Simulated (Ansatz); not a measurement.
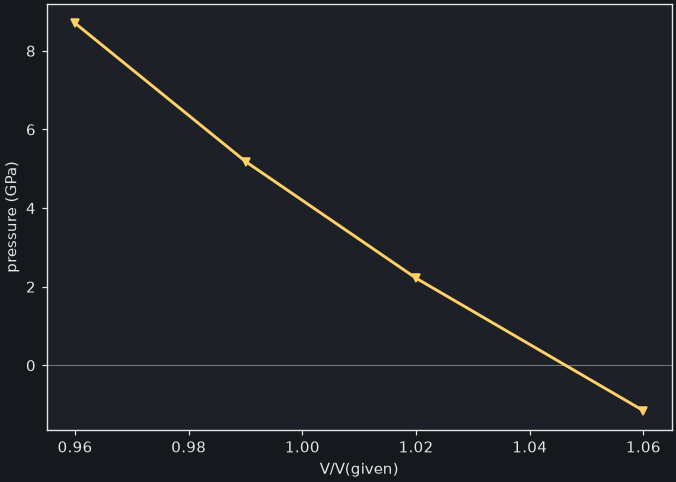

The figure shows the pressure against V/V(given).

Method: periodic Kohn-Sham DFT of a crystal at fixed atoms, scaled to the stated factor times the given cell; pressure positive in compression, energy less spherical unpolarised free atoms (Ansatz 0.2.0). Level: PBE.

For which of these solids was it computed?
A. AgCl, Pm-3m (No. 221), 20.2 Å³/atom
B. SnO, P4/nmm (No. 129), 17.5 Å³/atom
C. MoS₂, P6_3/mmc (No. 194), 17.7 Å³/atom

B, SnO: pressure from −1.154 GPa to 8.703 GPa. The others give: MoS₂, pressure from 2.5 GPa to 21.2 GPa; AgCl, pressure from −2.441 GPa to 3.287 GPa.

For MoS₂, limits of the calculation: field gradient without spin-orbit coupling on heavy atoms; the volumes run don't bracket the minimum of the energy, so any equilibrium value is extrapolated; shape and atomic fractions are frozen while scaling, which makes layered, chain and framework solids too stiff.

For SnO, limits of the calculation: field gradient without spin-orbit coupling on heavy atoms; no gap: field gradients move with the k mesh; small gap, it may come from the mesh; shape and atomic fractions are frozen while scaling, which makes layered, chain and framework solids too stiff.
